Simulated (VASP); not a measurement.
The compound is BaTiO3 (space group P4mm, No. 99), taken as the end point of a relaxation with VASP 6.6.1, VASP Kohn-Sham DFT of a periodic cell, PBE with D3, VASP PAW PBE potentials, recommended.

```
Ba Ti O
1.0
     3.98926    0.00000    0.00000
     0.00000    3.98926    0.00000
     0.00000    0.00000    4.13566
Ba Ti O
1 1 3
Direct
  0.00000 0.00000 0.99557
  0.50000 0.50000 0.47698
  0.00000 0.50000 0.51816
  0.50000 0.00000 0.51816
  0.50000 0.50000 0.03412
```

Describe how the polyhedra about Ti are linked (bonds: O–Ti below 2.6 Å).

Ti: TiO6 octahedron, sharing corners with six neighbours.

They form a three-dimensional framework of corner-sharing octahedra.

Centre to centre across a shared corner: 3.99 to 4.14 Å.

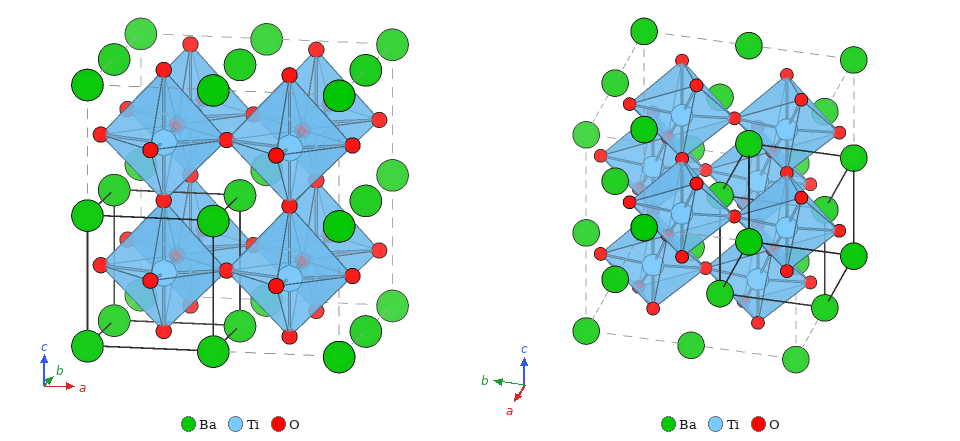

Polyhedra are drawn about Ti (bonds: O–Ti below 2.6 Å); other atoms are plain spheres. Two views of the same piece.
